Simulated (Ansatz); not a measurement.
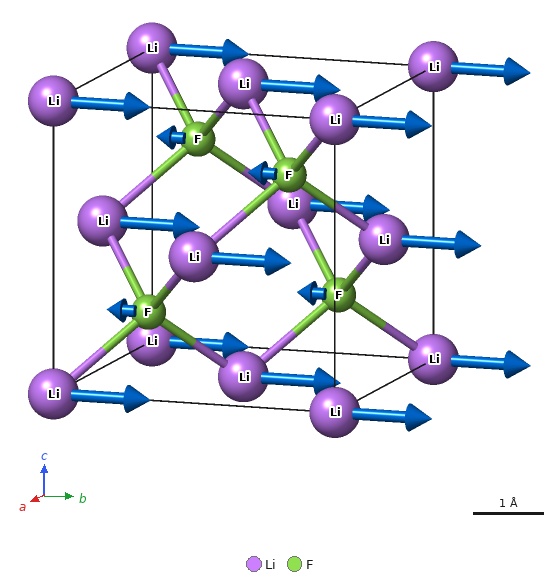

One vibrational mode of solid LiF (a generated structure) at a fixed volume at the zone centre. The blue arrows are the displacements of the atoms (eigenvector over the root of the mass), of arbitrary overall length and sign. A ball-and-stick model of the conventional cell (4 times the calculation's cell), seen slightly off an axis. Lengths and directions refer to the drawn axes.

Theory: Ansatz 0.2.0, DFT r2SCAN+D3(BJ), scalar-relativistic, plane waves, PAW. (plane-wave cutoff 500 eV; k-point mesh 10 × 10 × 10; occupations fixed; no spin polarisation)

Frequencies are those without the non-analytic (LO–TO) term.

Question: What mode is this, and where does it lie in the spectrum?

Answer: This is the T₂ mode (triply degenerate; one member of the set is drawn) at 470 cm⁻¹, the only optical level, infrared- and Raman-active by symmetry. The Li sublattice moves against the F sublattice, along b; the kinetic energy is shared as Li 73 %, F 27 %. Its infrared intensity is 13 (D/Å)²/amu for the set. The value is the transverse one; the longitudinal partner lies at 694 cm⁻¹.
